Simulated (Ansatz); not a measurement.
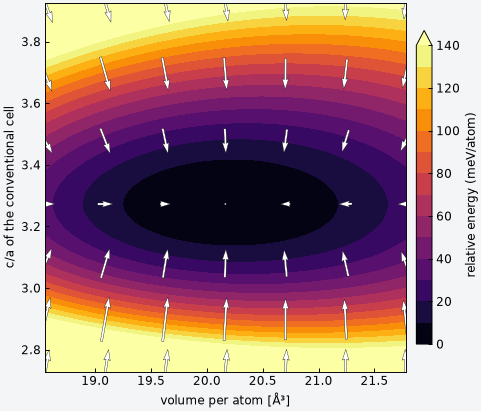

Energy landscape of ZnS (P6_3mc, No. 186; 8 atoms in the cell). 
- The energy is mapped over volume and the cell's shape.
- The first coordinate is: volume per atom; the second: c/a of the conventional cell.
- Nothing is relaxed (fractional coordinates fixed).
- The scan uses a 7 × 7 grid.
- Points are written as (first, second).
- Energies are in meV/atom, from the lowest grid point.
- All numbers below come from DFT PBE, scalar-relativistic, plane waves, PAW (Ansatz 0.2.0). Settings: cutoff 520 eV, k-mesh 9×9×4 in the order of the run's cell vectors, gaussian smearing 0.05 eV, no spin polarisation.

In the figure: filled contours, arrows along the force (downhill), their lengths compressed, one colour for all values above the top of the scale. Between grid points the surface is interpolated. 

Q: Summarise what can be read from the map.

A: The lowest grid point is at (20.16 Å³, 3.273). No other kind of well shows on this grid. The highest grid point, (18.55 Å³, 2.728), lies 297 meV/atom above the lowest. Round the minimum the two coordinates are nearly uncoupled. The gap on the k-mesh is 2.1 eV at the lowest point and runs from 1.1 to 2.4 eV over the map.

The values on the grid:

| c/a of the conventional cell ↓, volume per atom → | 18.55 | 19.09 | 19.63 | 20.16 | 20.70 | 21.24 | 21.78 |
| --- | --- | --- | --- | --- | --- | --- | --- |
| 3.926 | 223 | 191 | 168 | 153 | 145 | 143 | 147 |
| 3.695 | 122 | 97 | 80 | 72 | 69 | 73 | 82 |
| 3.478 | 56 | 36 | 24 | 19 | 21 | 28 | 39 |
| 3.273 | 33 | 14 | 3 | 0 | 3 | 11 | 24 |
| 3.080 | 59 | 38 | 26 | 21 | 22 | 29 | 41 |
| 2.899 | 144 | 117 | 99 | 89 | 86 | 88 | 95 |
| 2.728 | 297 | 260 | 232 | 213 | 201 | 195 | 195 |

The input of one point:

```yaml
crystal:
  lattice:
    - [3.8465705991, 0.0, 0.0]
    - [-1.9232852995, 3.3312278562, 0.0]
    - [0.0, 0.0, 12.5895364177]
  atoms:
    - { symbol: Zn, position: [0.0, 0.0, 4.92057e-05] }
    - { symbol: Zn, position: [0.0, 0.0, 0.5000492057] }
    - { symbol: Zn, position: [0.3333333333, 0.6666666667, 0.2500242903] }
    - { symbol: Zn, position: [0.6666666667, 0.3333333333, 0.7500242903] }
    - { symbol: S, position: [0.0, 0.0, 0.1872905901] }
    - { symbol: S, position: [0.0, 0.0, 0.6872905901] }
    - { symbol: S, position: [0.3333333333, 0.6666666667, 0.4376359138] }
    - { symbol: S, position: [0.6666666667, 0.3333333333, 0.9376359138] }
basis:
  ecutwfc: 520.0
kpoints:
  mp_grid: { grid: [9, 9, 4] }
hamiltonian:
  xc: pbe
scf:
  occupations: { method: gaussian, width: 0.05 }
output:
  forces: true
  stress: true
  eigenvalues: true
```

Each point was launched as `ansatz run input.yaml --threads 2 --pin off --max-ram 4096MiB --backend cpu --events-out ev --progress --plain --runs-dir out`. The whole map (49 points run) took 11 min on 2 threads of Arm Neoverse V2 (shared host).
